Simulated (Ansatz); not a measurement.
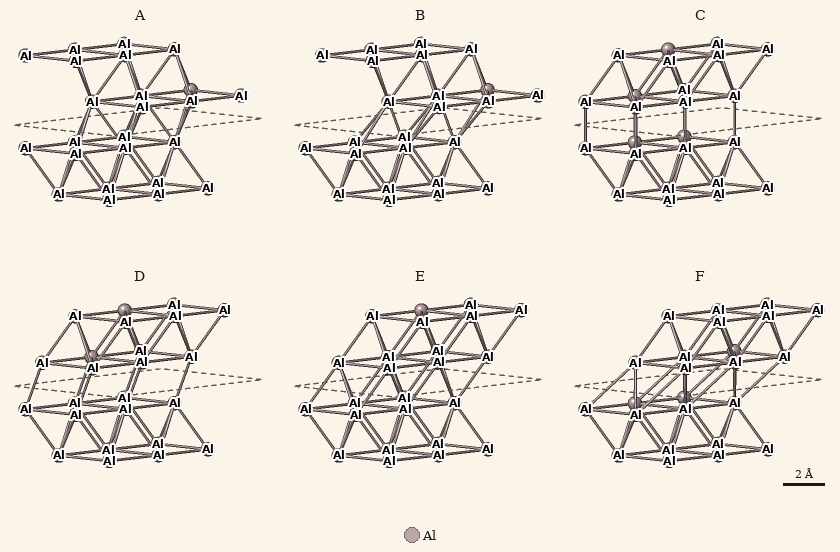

A scan of solid Al (P6_3/mmc) along one coordinate. The picture is a ball-and-stick view of the layers on both sides of the dashed plane, seen from the side, nearly along that plane.

Level of theory: DFT r2SCAN, scalar-relativistic, plane waves, PAW (Ansatz 0.2.0). Settings: plane-wave cutoff 500 eV; k-point mesh 19 × 19 × 3; occupations gaussian; smearing width 0.15 eV; no spin polarisation. Energies (free energies at the smearing named) are counted from the relaxed crystal.

What is being scanned?

The crystal above a cut along the (0 0 1) plane of the conventional cell (between a plane of Al below and one of Al above, 2.32 Å apart) is slid rigidly by fractions of an in-plane lattice vector 4.89 Å long (a generalised stacking fault). In the frames the slip is 0.00 (A), 0.167 (B), 0.333 (C), 0.50 (D), 0.667 (E), 0.833 (F). One cut stands in each cell, which starts 18.5 Å high; nothing is relaxed, and the dashed outline marks the cut. Their energies are 0 mJ/m², 639 mJ/m², 1494 mJ/m², 648 mJ/m², 36 mJ/m², 180 mJ/m².
